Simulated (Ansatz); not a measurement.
Zn6O5 (distorted or defective cell)

Input file:

```
crystal:
  lattice:
    - [0.0, 0.0, 5.2932332175]
    - [4.9190861938, 2.8400357381, 0.0]
    - [-4.9190861938, 2.8400357382, 0.0]
  atoms:
    - { symbol: Zn, position: [0.5006044103, 0.3333333333, 1.0] }
    - { symbol: Zn, position: [0.5006044103, 0.6666666667, 0.6666666667] }
    - { symbol: Zn, position: [0.5006044103, 0.0, 0.3333333333] }
    - { symbol: Zn, position: [0.0006044103, 0.3333333333, 0.3333333333] }
    - { symbol: Zn, position: [0.0006044103, 0.6666666667, 1.0] }
    - { symbol: Zn, position: [0.0006044103, 0.0, 0.6666666667] }
    - { symbol: O, position: [0.8797055897, 0.6666666667, 0.6666666667] }
    - { symbol: O, position: [0.8797055897, 0.0, 0.3333333333] }
    - { symbol: O, position: [0.3797055897, 0.3333333333, 0.3333333333] }
    - { symbol: O, position: [0.3797055897, 0.6666666667, 1.0] }
    - { symbol: O, position: [0.3797055897, 0.0, 0.6666666667] }
  host:
    lattice:
      - [3.2793907959, 0.0, 0.0]
      - [-1.6396953979, 2.8400357382, 0.0]
      - [0.0, 0.0, 5.2932332175]
    atoms:
      - { symbol: Zn, position: [0.6666666667, 0.3333333333, 0.5006044103] }
      - { symbol: Zn, position: [0.3333333333, 0.6666666667, 0.0006044103] }
      - { symbol: O, position: [0.6666666667, 0.3333333333, 0.8797055897] }
      - { symbol: O, position: [0.3333333333, 0.6666666667, 0.3797055897] }
basis:
  ecutwfc: 420
  xc_grid: 2
kpoints:
  mp_grid: { grid: [3, 3, 3], shift: [0.0, 0.0, 0.0] }
hamiltonian:
  xc: pbe
scf:
  occupations: { method: gaussian, width: 0.01 }
output:
  forces: true
  stress: false
  eigenvalues: true
  charged_corrections:
    defect_position: [0.87970559, 0.33333333, 1.0]
    epsilon: [[10.5527, 0.0, 0.0], [0.0, 10.5527, 0.0], [0.0, 0.0, 11.5861]]
  write_density: true
  write_potential: true
  elf: true
  volumetric_format: npy
relax:
  adjacent_minimum: "off"
  f_tol: 0.025
  max_steps: 45
```

Launched as:

```sh
ansatz run input.yaml --threads 4 --pin off --max-ram 10240MiB --backend cpu --events-out ev --progress --plain --runs-dir out
```

The fields are those of the run's last geometry, not of the input's.

The calculation used DFT PBE, scalar-relativistic, plane waves, PAW (Ansatz).

In a PAW calculation such maps are meaningful between the atoms, not at the nuclei.

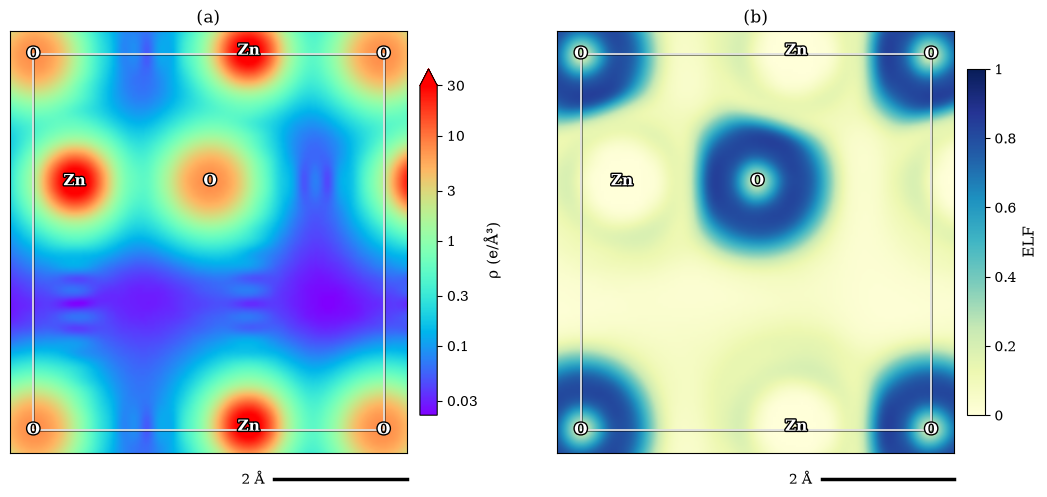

Figure 1. (a) valence pseudo-density; (b) ELF on the (001) plane of the calculation cell.

Question: What does the map show?

Answer:
- Atoms in the plane: Zn and O.
- Zn–O (2.05 Å): the density is about 0.51 e/Å³ at the midpoint; the ELF peaks at about 0.85 in the valence shell of O, 0.6 Å from its nucleus, and is about 0.25 at the midpoint (no localised pair shows between them).
- Between the atoms the lowest density in this plane is 0.02 e/Å³.

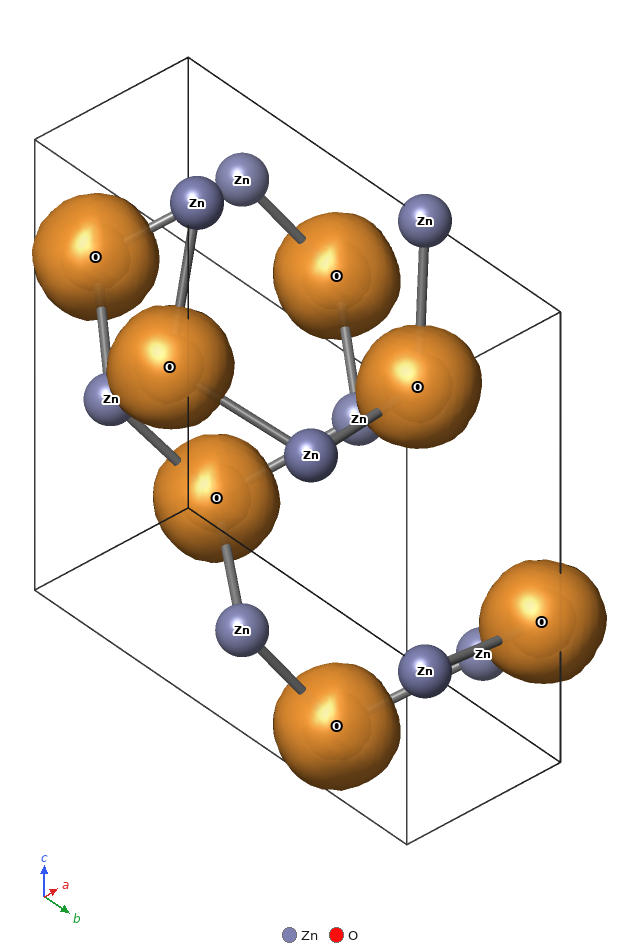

Figure 2. Isosurface of the electron localisation function at 0.75 (orange), seen at an oblique angle. Only the valence region is drawn (cores and ρ < 0.01 e/Å³ removed). Sticks mark near contacts.

Question: Where are the electrons localised?

Answer: The surface consists of five regions wrapped around O (the valence shell of each), counted in one cell of 11 atoms. Regions shared between cells count once. Along the contacts the grid gives the following. Zn–O (2.02 Å): the ELF peaks at about 0.85 in the valence shell of O, 0.6 Å from its nucleus, and is about 0.25 at the midpoint (no localised pair shows between them).

Question: Metal or insulator at this level of theory?

Answer: It is gapped, with a Kohn–Sham gap of 2.1 eV on the k-point mesh, an upper bound to the gap of this method.
